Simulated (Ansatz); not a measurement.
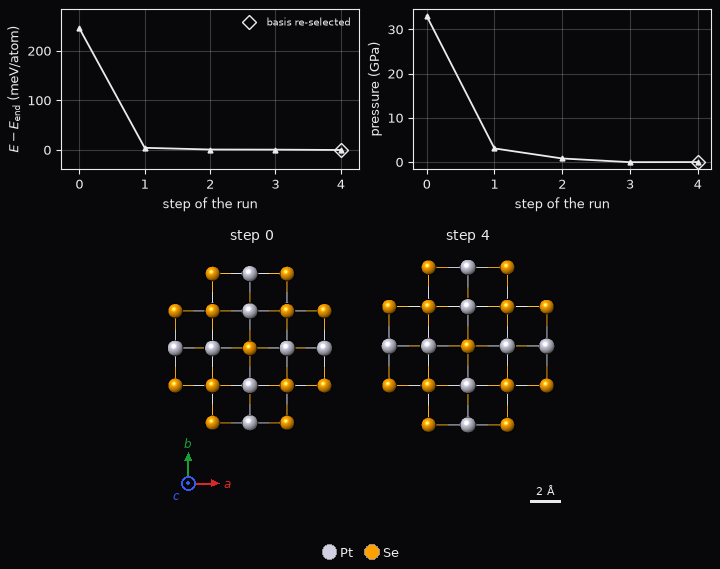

First and last geometry of a relaxation of a crystal of PtSe (a generated structure, set up in Fm-3m), with the history of the run. The picture is a ball-and-stick view of the conventional cell (4 times the calculation's cell), seen along the c axis. Lengths and directions refer to the drawn axes.

Case: cell and atoms relaxed from a first guess.

Method: DFT, PBE, PAW with Ansatz's default frozen-core files, scalar-relativistic in Ansatz 0.2.0.

Input
```yaml
crystal:
  lattice:
    - [0.0, 2.5024698149, 2.5024698149]
    - [2.5024698149, 0.0, 2.5024698149]
    - [2.5024698149, 2.5024698149, 0.0]
  atoms:
    - { symbol: Pt, position: [0.0, 0.0, 0.0] }
    - { symbol: Se, position: [0.5, 0.5, 0.5] }
kpoints:
  mp_grid: { grid: [11, 11, 11] }
scf:
  occupations: { method: fermi_dirac, width: 0.03 }
hamiltonian:
  xc: pbe
  pseudopotentials: { kind: paw }
output:
  forces: true
  stress: true
relax:
  f_tol: 0.005
  max_steps: 80
  cell: {}
```

What do the curves and the structures tell?

Answer. It converged. No atom moves by more than 0.005 Å relative to the cell. The volume changes by +17.9 %, with a = b = c 5.005 → 5.288 Å (+5.7 %). Among the contacts that change: Pt1–Se2 2.502 → 2.644 Å. The space group stays Fm-3m (No. 225). The energy falls by 246 meV per atom in 3 accepted moves (4 points after the start). All forces vanish by symmetry, so only the cell relaxes. The pressure goes from 33.03 to 0.01 GPa. At 1 point the geometry stayed and the basis and grid were re-selected for the new cell (energy shift of 0.7 meV per atom at most each time).
